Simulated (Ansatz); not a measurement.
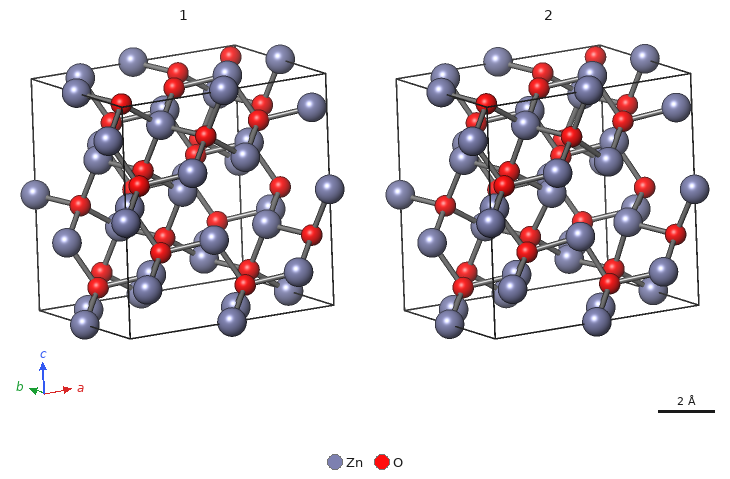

Two geometries of a defect cell of composition Zn24O23, drawn at one scale. One is the start of a relaxation, the other its converged end. Style: ball-and-stick. Shown: the cell of the calculation (origin shifted), slightly off an axis.

All numbers below come from DFT PBE, scalar-relativistic, plane waves, PAW in Ansatz 0.2.0. Settings: plane-wave cutoff 420 eV; k-point mesh 2 × 2 × 2; occupations gaussian; smearing width 0.01 eV; no spin polarisation; atoms relaxed in a fixed cell; force threshold 0.025 eV/Å; at most 45 steps.

Which geometry has the lower energy?

Structure 2 is the relaxed one. Case: O vacancy (site b), charge +0, atoms relaxed at the host's cell. The energy falls by 0.264 eV per cell of the calculation in 4 geometry steps. The largest force component goes from 0.56 to 0.0017 eV/Å. The largest moves, 0.19 Å, are those of Zn atoms. By element the largest moves are Zn 0.19 Å, O 0.05 Å. The cell doesn't change. Among the contacts that change: O–Zn 1.999 → 2.026 Å, O–Zn 1.999 → 2.006 Å. Bond angles that change, for instance: Zn–O–Zn 110.3° → 116.2°, Zn–O–Zn 108.7° → 114.4°, O–Zn–O 108.7° → 103.1°. Cost: 82 s on 4 threads of Oxide Virtual Turin-like Processor (Zen 5), with other jobs on the host, peak memory 2.9 GiB.

Limits of the set-up: the periodic images lie only 8.4 Å apart, so the values are limited by the cell's size.
